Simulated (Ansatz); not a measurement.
A periodic structure is given below.

```xyz
4
Lattice="3.1009 0.0000 0.0000 0.0000 4.3854 0.0000 0.0000 0.0000 3.1009" Properties=species:S:1:pos:R:3 pbc="T T T"
W     0.0000    2.1927    0.1250
C     0.0000    0.0000    0.0000
W     1.5505    0.0000    1.6755
C     1.5505    2.1927    1.5505
```

> Say what kind of structure these coordinates give.

The structure is one of WC. Space group Imm2 (No. 44), lattice body-centred orthorhombic. In the cell are 2 W, 2 C, which makes 2 formula units. W bonds to six C in a distorted octahedral arrangement at 2.11 to 2.28 Å. C bonds to six W in a distorted octahedral arrangement at 2.11 to 2.28 Å. Not all metal-metal contacts are counted. The bonds build a three-dimensional framework.

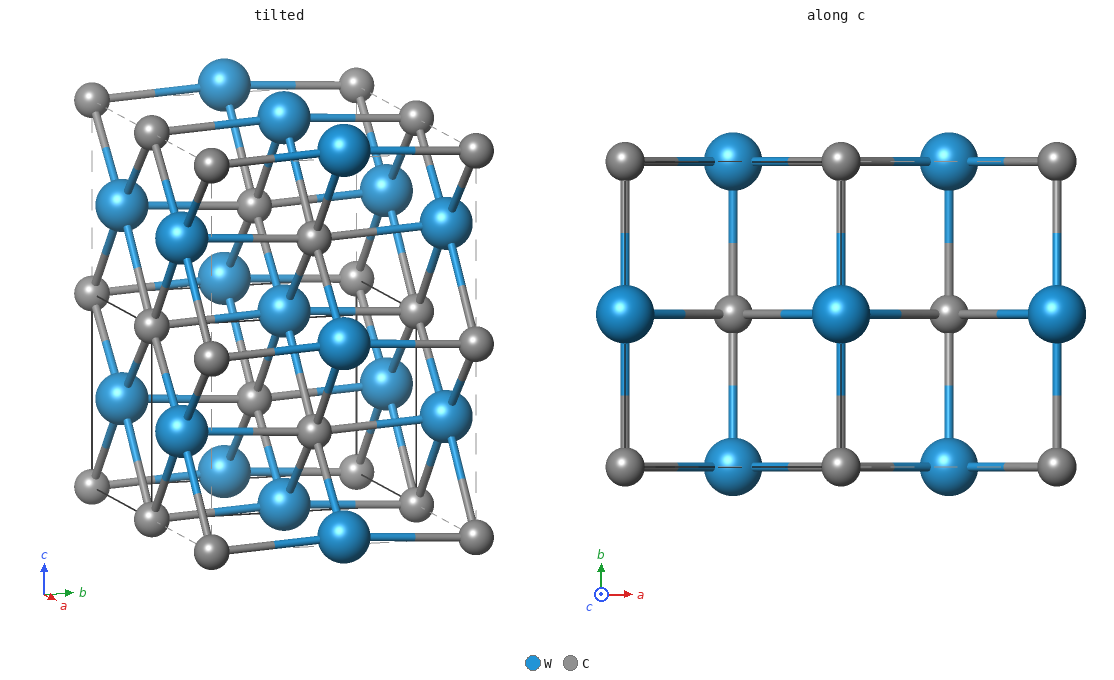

Structure drawing (ball-and-stick), viewed slightly off an axis and along the c axis. The structure is repeated 2×1×2 times; solid lines mark one conventional unit cell. Colours: tungsten blue, carbon grey.

The starting point was a structure listed in the Materials Project. The cell was then strained or its atoms displaced on purpose. It was the input of a calculation with Ansatz.
